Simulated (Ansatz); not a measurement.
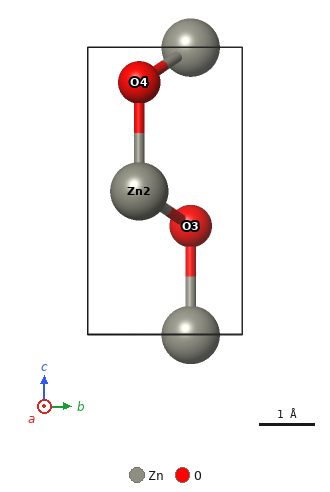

Fig. 1: The input geometry (ball-and-stick view of the cell of the calculation, along the a axis; atoms are numbered from 1 in the order of the input).

Band-structure calculation of ZnO

The run: band-structure calculation of ZnO (P6₃mc, 4 atoms in the cell). Method and program: DFT, PBE, PAW with Ansatz's default frozen-core files, scalar-relativistic, no spin polarisation (Ansatz 0.2.0).

It belongs to a series of runs on one base structure; here: PAW files in place of LAPW. Figures and captions count atoms from 1; the log counts them from 0 in places.

**The program's output**
```
Engine: ansatz 0.2.0, x86_64-unknown-linux-gnu
Pseudopotentials: kind: paw
Pseudopotential: Zn, paw, valence charge 12, recommended cutoff 420 eV (normal), Zn.paw.azcp
Pseudopotential: O, paw, valence charge 6, recommended cutoff 420 eV (normal), O.paw.azcp
Functional definition: PBE
  parameter kappa = 0.804
  parameter beta = 0.06672455060314922
  exchange = pbe_x(kappa = kappa, mu = beta*pi^2/3)
  correlation = pbe_c(beta = beta)
Crystal: 4 atoms, lattice volume = 49.301 Å³
Basis set: ecut = 420 eV, 989 PW (Γ), exchange–correlation on 48×48×72 points (8 copies of the dense FFT grid, shifted against one another)
Bands: 22, of which v1, the nominal top of the filled ones, is band 18 counted from 1 (17 counted from 0)
Symmetry: 12 space group operations
Space group: P63mc (ITA 186), of the structure as read, at distance tolerance 3.7e-5 Å
k-points: 76 of 1008 (time reversal used)
Non-local potential: Zn, projectors of the file, l = 0: 2, l = 1: 2, l = 2: 3, l = 3: 1
Non-local potential: O, projectors of the file, l = 0: 2, l = 1: 2, l = 2: 1
PAW form: soft (Blöchl's): semilocal exchange-correlation on the pseudo side does not see the compensation charge
PAW one-centre angular grid: Zn, 590 points (default); XC on 64 Gauss nodes
PAW one-centre angular grid: O, 110 points (default); XC on 64 Gauss nodes
Initial density: superposition of atomic densities (neutral atoms: chi_scale 0, normalization atom), corrected by the library's trained network
Initial wavefunctions: pseudopotential atomic-orbital guess
Functional: x = pbe(κ = 0.804, μ = 0.2195149727645171), c = pbe(β = 0.06672455060314922)
SCF iter   1: F=—  HF=-7773.691618 eV  |F-HF|=—  |Δ(HF+E_count)|=         —  Δρ=6.19e-4  dr2=6.61e-5  ethr=1.77e-3  ⟨swp⟩=5.8  Hψ=7289  notcnv=0
preconditioner: auto → Resta (q_TF=auto, 2.589 Å⁻¹)  ε∞=7.5  [insulator: Δε(μ)=0.743 eV  Ē_g=12.460 eV  σ=0.080 eV  W_gap=0.95  n_scr=22 (ndim 8)  ℏωp=31.7 eV  f_vac=0.043  D(μ)=0.00/eV (n_scr^D=0)  ε∞_Penn≈7.5]
SCF iter   2: F=—  HF=-7773.693073 eV  |F-HF|=—  |Δ(HF+E_count)|=   1.45e-3  Δρ=4.15e-4  dr2=2.86e-5  ethr=1.84e-7  ⟨swp⟩=3.1  Hψ=4550  notcnv=0
SCF iter   3: F=—  HF=-7773.693142 eV  |F-HF|=—  |Δ(HF+E_count)|=   6.90e-5  Δρ=2.39e-4  dr2=1.20e-5  ethr=7.96e-8  ⟨swp⟩=2.0  Hψ=2888  notcnv=0
SCF iter   4: F=—  HF=-7773.693183 eV  |F-HF|=—  |Δ(HF+E_count)|=   4.13e-5  Δρ=8.32e-5  dr2=1.66e-6  ethr=3.33e-8  ⟨swp⟩=2.0  Hψ=2744  notcnv=0
SCF iter   5: F=—  HF=-7773.693190 eV  |F-HF|=—  |Δ(HF+E_count)|=   7.03e-6  Δρ=2.09e-5  dr2=1.15e-7  ethr=4.61e-9  ⟨swp⟩=2.0  Hψ=2958  notcnv=0
SCF iter   6: F=-7773.693190 eV  HF=-7773.693191 eV  |F-HF|=2.60e-8  |Δ(HF+E_count)|=   6.02e-7  Δρ=1.48e-5  dr2=8.29e-8  ethr=2.78e-10  ⟨swp⟩=9.1  Hψ=12732  notcnv=0
SCF 1 converged in 6 iterations: F = -7773.693190 eV  dr2 = 8.29e-8
  greatest PAW one-centre occupation: 0.987 electrons in one spin orbital (limit 2), on the Zn atom at site 1 (counted from 0), in its partial waves of l = 2
```

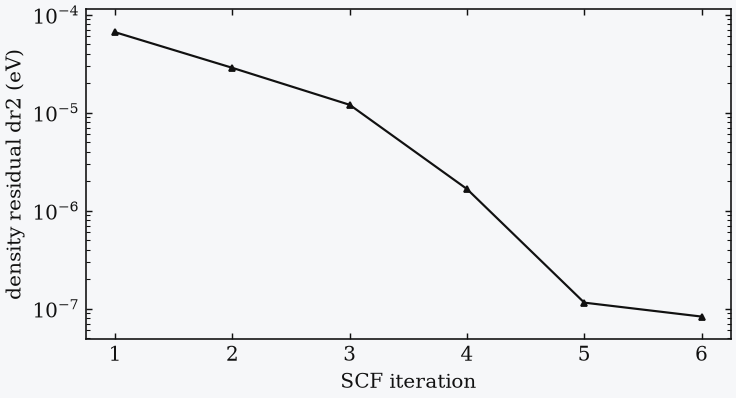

Fig. 2: Convergence of the self-consistent field: density residual dr2 against the SCF iteration. The residual falls at every step.

```
NSCF: frozen V_eff on 113 k-points
SCF converged after 6 iterations
Free energy (F): -7773.693190 eV
Harris-Foulkes:  -7773.693191 eV  (|F-HF|=2.60e-8)
Internal energy: -7773.693096 eV  (E = F + TS)
E sigma→0 (E₀):  -7773.693143 eV
Entropy (-TS):   -0.000095 eV (-0.024 meV/atom)
Fermi energy:    7.209179 eV
--- Per-component energies (eV) ---
  E_band       = 50.912459
  E_kinetic    = 610.036322
  E_local      = -4055.957111  (includes V_loc(G=0)·N_el)
  E_nonlocal   = 1335.251153
  E_hartree    = 1665.242734
  E_xc         = -419.301926
  E_vxc        = -288.964385  (∫ρ·V_xc dr)
  E_paw        = -3980.678751  (= ΣΔE_a)
  E_vpaw       = -879.948149  (= ΣTr[D̂ρ^β])
  E_aug_tail   = 0.004160  (compensation charges beyond the density's cutoff)
  E_ewald      = -2928.289677
  E_smearing   = -0.000095  (= −TS)
  E_closure    = -0.000000  (closes the sum)
  Σ components = -7773.693190   (vs F -7773.693190, Δ=0.00e0)
--- Forces (eV/Å), atoms counted from 1 ---
  atom   1  Zn    -0.00000000    -0.00000000    -0.00036462
  atom   2  Zn     0.00000000     0.00000000    -0.00036462
  atom   3  O      0.00000000     0.00000000     0.00032500
  atom   4  O     -0.00000000    -0.00000000     0.00032500
  max |Σ_I F_I| component: 7.92e-5 eV/Å
--- Stress (GPa, compression-positive) ---
        0.016516       0.000000       0.000000
        0.000000       0.016516      -0.000000
        0.000000       0.000000       0.013538
  P = ⅓ Tr σ = 0.0155 GPa (0.155 kbar)
--- PAW observables at the nuclei: V_zz in 10²¹ V/m², potentials from the cell's mean, atoms counted from 1 ---
  atom   1  Zn V_zz =    +0.409016   η = 0.0000   by run symmetry: allowed
            electrostatic potential = -3944.397442 V   contact ρ = 166591.009137 e/Å³
  atom   2  Zn V_zz =    +0.409016   η = 0.0000   by run symmetry: allowed
            electrostatic potential = -3944.397442 V   contact ρ = 166591.009137 e/Å³
  atom   3  O  V_zz =    -0.096081   η = 0.0000   by run symmetry: allowed
            electrostatic potential = -623.326953 V   contact ρ = 2157.157598 e/Å³
  atom   4  O  V_zz =    -0.096081   η = 0.0000   by run symmetry: allowed
            electrostatic potential = -623.326953 V   contact ρ = 2157.157598 e/Å³
--- Band table (eV; the first three rows and the last of 76) ---
  k-point 0: bands = ["-11.0937", "-10.4248", "1.1636", "1.1636", "1.2023", "1.3415", "1.3454", "1.3454", "2.2377", "2.2377", "2.4296", "2.4296", "2.6963", "5.9587", "5.9587", "6.6297", "6.7090", "6.7090", "7.4528", "11.8240", "14.7844", "19.4666"]
  k-point 1: bands = ["-11.0622", "-10.4596", "1.1685", "1.1685", "1.1697", "1.2368", "1.3318", "1.3318", "2.2507", "2.2507", "2.4242", "2.4242", "2.9369", "5.9967", "5.9967", "6.1760", "6.6728", "6.6728", "7.9687", "11.6500", "14.9417", "19.4700"]
  k-point 2: bands = ["-10.9731", "-10.5562", "1.0766", "1.0914", "1.1841", "1.1841", "1.2964", "1.2964", "2.2853", "2.2853", "2.4061", "2.4061", "3.4821", "5.5057", "6.1024", "6.1024", "6.5704", "6.5704", "8.7969", "11.1726", "15.3994", "18.4689"]
  k-point 75: bands = ["-10.2939", "-10.2939", "1.2037", "1.2037", "1.3187", "1.4603", "1.8960", "1.8960", "2.2345", "2.2574", "2.7107", "2.7107", "3.0806", "3.0806", "3.9227", "4.3364", "5.4931", "5.4931", "14.4778", "14.4778", "14.6246", "14.7071"]
--- Löwdin populations: 4 sites ---
  site symbol       q [e]
     0     Zn     10.5829
     1     Zn     10.5829
     2      O      7.2449
     3      O      7.2449
  spilling = 0.009571 (of n_electrons = 36.000000)
--- Bader charges: 4 sites ---
  site symbol  charge [e]  shift [e]
     0     Zn      1.2139     0.0107
     1     Zn      1.2139     0.0107
     2      O     -1.2139     0.0107
     3      O     -1.2139     0.0107
  estimated error of the sums over rays = 3.1e-4 e
```

**File dos.tsv**
```
# E-E_F[eV]	g_bin_mean(E)[states/eV]	N(E)
# format = ansatz-dos/2
# fermi_ev = 7.209179
# fermi_mp_grid = 12 12 7
# fermi_mp_shift = 0 0 0
# g_bin_mean(E): the states in a bin one row spacing wide, centred on E, divided by that spacing. States that the method places at a single energy (under output.dos.method: tetrahedron, those of a tetrahedron whose four corners have one energy) are counted whole in the row whose bin holds that energy (on the edge of two bins, in the lower row). The sum of g_bin_mean over a run of rows, times the row spacing, is the number of states from half a spacing under the first of them to half a spacing over the last (a plain sum, not the trapezoid rule).
-14.000000	0.000000e0	4.000000e0
-13.800000	0.000000e0	4.000000e0
-13.600000	0.000000e0	4.000000e0
-13.400000	0.000000e0	4.000000e0
-13.200000	0.000000e0	4.000000e0
-13.000000	0.000000e0	4.000000e0
-12.800000	0.000000e0	4.000000e0
-12.600000	0.000000e0	4.000000e0
-12.400000	0.000000e0	4.000000e0
-12.200000	0.000000e0	4.000000e0
-12.000000	0.000000e0	4.000000e0
-11.800000	0.000000e0	4.000000e0
-11.600000	0.000000e0	4.000000e0
-11.400000	0.000000e0	4.000000e0
-11.200000	0.000000e0	4.000000e0
-11.000000	0.000000e0	4.000000e0
-10.800000	0.000000e0	4.000000e0
-10.600000	0.000000e0	4.000000e0
-10.400000	0.000000e0	4.000000e0
-10.200000	0.000000e0	4.000000e0
-10.000000	0.000000e0	4.000000e0
-9.800000	0.000000e0	4.000000e0
-9.600000	0.000000e0	4.000000e0
-9.400000	0.000000e0	4.000000e0
-9.200000	0.000000e0	4.000000e0
-9.000000	0.000000e0	4.000000e0
-8.800000	0.000000e0	4.000000e0
-8.600000	0.000000e0	4.000000e0
-8.400000	0.000000e0	4.000000e0
-8.200000	0.000000e0	4.000000e0
-8.000000	0.000000e0	4.000000e0
-7.800000	0.000000e0	4.000000e0
-7.600000	0.000000e0	4.000000e0
-7.400000	0.000000e0	4.000000e0
-7.200000	0.000000e0	4.000000e0
-7.000000	0.000000e0	4.000000e0
-6.800000	0.000000e0	4.000000e0
-6.600000	0.000000e0	4.000000e0
-6.400000	3.074101e0	4.000000e0
-6.200000	1.088082e1	5.924825e0
-6.000000	8.483665e0	7.571905e0
-5.800000	1.555328e1	1.000328e1
-5.600000	1.177172e1	1.274692e1
-5.400000	9.083336e0	1.506255e1
-5.200000	1.153086e0	1.596988e1
-5.000000	1.045769e1	1.645021e1
-4.800000	2.147552e1	2.040636e1
-4.600000	8.104880e0	2.345011e1
-4.400000	5.583636e-1	2.405371e1
-4.200000	4.833555e0	2.459741e1
-4.000000	3.246425e0	2.540260e1
-3.800000	3.317773e0	2.610600e1
-3.600000	2.337087e0	2.664662e1
-3.400000	1.951156e0	2.706772e1
-3.200000	2.095842e0	2.744800e1
-3.000000	2.186339e0	2.792031e1
-2.800000	2.560698e0	2.833619e1
-2.600000	3.502970e0	2.896842e1
-2.400000	3.587115e0	2.970600e1
-2.200000	3.059358e0	3.033238e1
-2.000000	3.577023e0	3.100600e1
-1.800000	4.393875e0	3.184149e1
-1.600000	6.259884e0	3.285734e1
-1.400000	4.747184e0	3.400393e1
-1.200000	3.364676e0	3.482140e1
-1.000000	2.265692e0	3.537331e1
-0.800000	1.527317e0	3.575157e1
-0.600000	5.895750e-1	3.597030e1
-0.400000	0.000000e0	3.600000e1
-0.200000	0.000000e0	3.600000e1
0.000000	0.000000e0	3.600000e1
0.200000	2.493200e-5	3.600000e1
0.400000	2.323156e-3	3.600011e1
0.600000	1.089916e-2	3.600126e1
0.800000	2.872731e-2	3.600483e1
1.000000	4.937489e-2	3.601294e1
1.200000	6.517554e-2	3.602430e1
1.400000	8.620603e-2	3.603937e1
1.600000	1.093734e-1	3.605889e1
1.800000	1.343723e-1	3.608315e1
2.000000	1.620244e-1	3.611282e1
2.200000	1.896072e-1	3.614796e1
2.400000	2.215483e-1	3.618879e1
2.600000	2.810228e-1	3.623868e1
2.800000	3.022277e-1	3.629774e1
3.000000	3.269777e-1	3.636062e1
3.200000	3.524471e-1	3.642853e1
3.400000	4.150644e-1	3.650378e1
3.600000	4.652683e-1	3.659270e1
3.800000	5.245389e-1	3.669141e1
4.000000	5.878725e-1	3.680259e1
4.200000	6.604925e-1	3.692716e1
4.400000	7.512248e-1	3.706745e1
4.600000	8.923275e-1	3.723015e1
4.800000	1.078240e0	3.742659e1
5.000000	1.294056e0	3.766597e1
5.200000	1.111829e0	3.791326e1
5.400000	1.162153e0	3.813552e1
5.600000	1.090234e0	3.836478e1
5.800000	1.056473e0	3.857634e1
6.000000	1.087592e0	3.879040e1
6.200000	1.081417e0	3.900972e1
6.400000	1.092375e0	3.922467e1
6.600000	1.154162e0	3.944973e1
6.800000	1.080288e0	3.967701e1
7.000000	1.094090e0	3.988286e1
7.200000	6.006028e-1	4.005429e1
7.400000	1.130384e0	4.022451e1
7.600000	2.178034e0	4.050336e1
7.800000	4.189600e0	4.109128e1
8.000000	4.183892e0	4.214317e1
```

**File populations.tsv**
```
# site	symbol	l	j	q
# orbitals = lowdin
# n_electrons = 36.000000
# spilling = 0.009571
0	Zn	0_4S	-	0.604985
0	Zn	2_3D	-	9.977867
1	Zn	0_4S	-	0.604985
1	Zn	2_3D	-	9.977867
2	O	0_2S	-	1.876491
2	O	1_2P	-	5.368377
3	O	0_2S	-	1.876491
3	O	1_2P	-	5.368377
```

**File rho_z.tsv**
```
# z_ang	rho[e/angstrom^3]
# format = ansatz-planar-average/11
# lattice	3.279260775	0.000000000	0.000000000
# lattice	-1.639630388	2.839923137	0.000000000
# lattice	0.000000000	0.000000000	5.293867346
# sites	4
# site	30	-0.000000000	1.893282091	-0.008043639
# site	30	1.639630388	0.946641046	2.638890034
# site	8	-0.000000000	1.893282091	1.998537761
# site	8	1.639630388	0.946641046	4.645471434
0.000000	1.882220e0
0.147052	1.479616e0
0.294104	8.625203e-1
0.441156	4.412023e-1
0.588207	2.435773e-1
0.735259	1.583136e-1
0.882311	1.239835e-1
1.029363	1.231421e-1
1.176415	1.513343e-1
1.323467	2.140073e-1
1.470519	3.262021e-1
1.617571	4.966959e-1
1.764622	6.915922e-1
1.911674	8.552288e-1
2.058726	9.624346e-1
2.205778	1.071745e0
2.352830	1.328013e0
2.499882	1.731925e0
2.646934	1.882220e0
2.793986	1.479616e0
2.941037	8.625203e-1
3.088089	4.412023e-1
3.235141	2.435773e-1
3.382193	1.583136e-1
3.529245	1.239835e-1
3.676297	1.231421e-1
3.823349	1.513343e-1
3.970401	2.140073e-1
4.117452	3.262021e-1
4.264504	4.966959e-1
4.411556	6.915922e-1
4.558608	8.552288e-1
4.705660	9.624346e-1
4.852712	1.071745e0
4.999764	1.328013e0
5.146815	1.731925e0
```

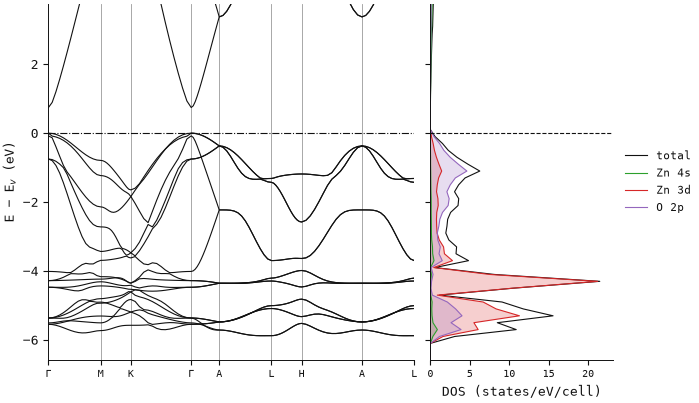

Fig. 3: Band structure along Γ–M–K–Γ–A–L–H–A–L and density of states (projected on Löwdin-orthogonalised atomic shells), with energies from the valence-band top. There is a gap of 0.74 eV on this path, direct, at Γ.

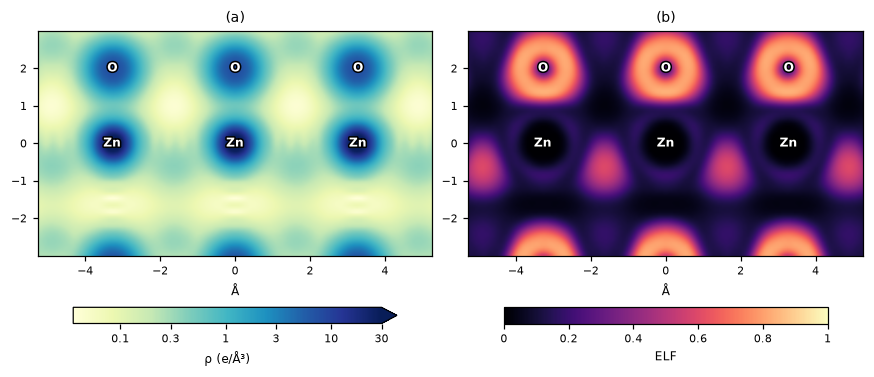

Fig. 4: (a) valence pseudo-density; (b) electron localisation function on the (010) plane of the conventional cell. Atoms in the plane: Zn and O. Zn–O (2.01 Å): the density is about 0.56 e/Å³ at the midpoint; the ELF is about 0.25 at the midpoint. Away from the nuclei the density in this plane falls to 0.04 e/Å³ at its lowest. In a PAW calculation such maps are meaningful between the atoms, not at the nuclei.

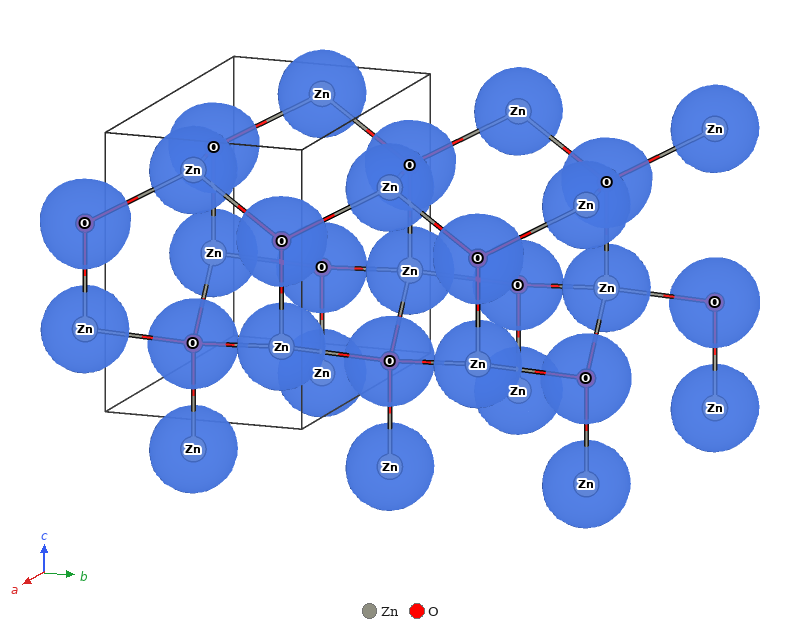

Fig. 5: Isosurface of the valence electron density at 1 e/Å³ (blue), seen at an oblique angle. Sticks mark near contacts. The outline is the cell set on symmetry axes. At this value the density breaks into separate islands; it holds about 70 % of the electrons treated as valence. It is pinched off along the Zn–O (2.00 Å) contacts. On the grid the lowest density along these lines, outside the cores, is 0.56 e/Å³ (Zn–O, 2.00 Å).

The run was set up as follows.

**Input file**
```yaml
crystal:
  lattice:
    - [3.2792607755, 0.0, 0.0]
    - [-1.6396303878, 2.8399231372, 0.0]
    - [0.0, 0.0, 5.293867346]
  atoms:
    - { symbol: Zn, position: [0.3333333333, 0.6666666667, -0.0015194259] }
    - { symbol: Zn, position: [0.6666666667, 0.3333333333, 0.4984805741] }
    - { symbol: O, position: [0.3333333333, 0.6666666667, 0.3775194259] }
    - { symbol: O, position: [0.6666666667, 0.3333333333, 0.8775194259] }
kpoints:
  mp_grid: { grid: [12, 12, 7] }
  band_path:
    path:
      - [0.0, 0.0, 0.0]
      - [0.5, 0.0, 0.0]
      - [0.3333333333, 0.3333333333, 0.0]
      - [0.0, 0.0, 0.0]
      - [0.0, 0.0, 0.5]
      - [0.5, 0.0, 0.5]
      - [0.3333333333, 0.3333333333, 0.5]
      - [0.0, 0.0, 0.5]
      - [0.5, 0.0, 0.5]
    npoints: 14
scf:
  occupations: { method: fermi_dirac, width: 0.08 }
hamiltonian:
  xc: pbe
  pseudopotentials: { kind: paw }
output:
  forces: true
  stress: true
  eigenvalues: true
  efg: { contact_densities: true }
  populations: true
  bader: true
  dos: { projected: true, de: 0.2, e_range: [-14, 8] }
  write_density: true
  write_potential: true
  elf: true
  volumetric_format: npy
```

Launched with:
```bash
ansatz run input.yaml --threads 1 --pin off --max-ram 3072MiB --backend cpu --events-out ev --progress --plain --runs-dir out
```

**Summary**

| quantity | value |
| --- | --- |
| outcome | converged |
| space group (tolerance 0.01 Å) | P6₃mc (186) |
| electrons treated | 36 |
| free energy | −7773.6932 eV |
| Fermi energy | 7.209 eV |
| pressure | 0.02 GPa |
| field gradient V_zz (10²¹ V/m²) | Zn 0.41, Zn 0.41, O −0.0961, O −0.0961 |
| electronic character | gap of 0.74 eV |
| largest force (length of the vector) | under 0.001 eV/Å |
| hardware | 1 thread of Intel Xeon (Granite Rapids), 192 GiB of memory available, shared host |
| wall time | 35 s |
| peak memory | 0.47 GiB |
